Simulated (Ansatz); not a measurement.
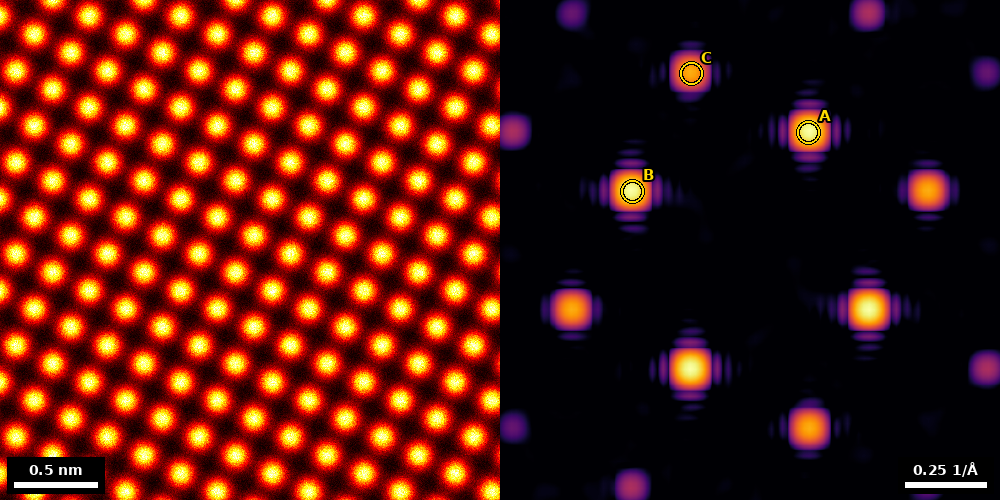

HAADF-like image of a crystal. Simulation: incoherent imaging, intensity Z^1.7 per atom, probe width 1.30 Å, thin sample. The probe carries 15 % of its weight in a tail 2.5 times as wide. Shot noise was added.

The right panel is the modulus of the image's Fourier transform on a logarithmic scale.

Which lattice spacings do the marked spots stand for, and what angle do A and B enclose?

A: 2.5 Å, B: 2.5 Å, C: 1.7 Å; A and B enclose about 90°.

The crystal is Cu (Pm-3m, No. 221) along [001]; the spots are (0 -1 0), (100) and (1 -1 0). Structure used: coordinates from a relaxation with DFT, BLYP, plane waves (420 eV) with PAW, scalar-relativistic (Ansatz 0.2.0); the starting structure was generated, so it need not be a known form of this composition.
